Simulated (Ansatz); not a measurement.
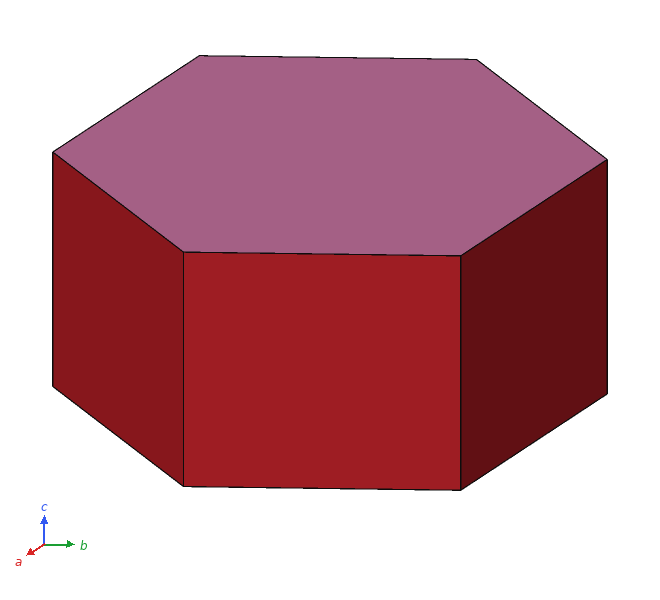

BFDH (Bravais–Friedel–Donnay–Harker) growth shape, computed from the cell and space group alone: each face lies at a distance from the centre proportional to 1/d(hkl), with d taken for the first order that the space group does not extinguish. It ignores bonding, solvent and kinetics. Faces of one form share a colour. Cell of ZrS2: space group P-3m1 (No. 164), a = 3.626 Å, b = 3.626 Å, c = 5.872 Å, α = 90.00°, β = 90.00°, γ = 120.00°. Origin: the end point of a relaxation with Ansatz 0.2.0, DFT, PAW plane waves, pbesol. Forms under 0.4 % of the area are left out.

**Index the forms that can be seen.**

red: {100} (d = 3.14 Å, 52 % of the area); pink: {001} (d = 5.87 Å, 48 % of the area).
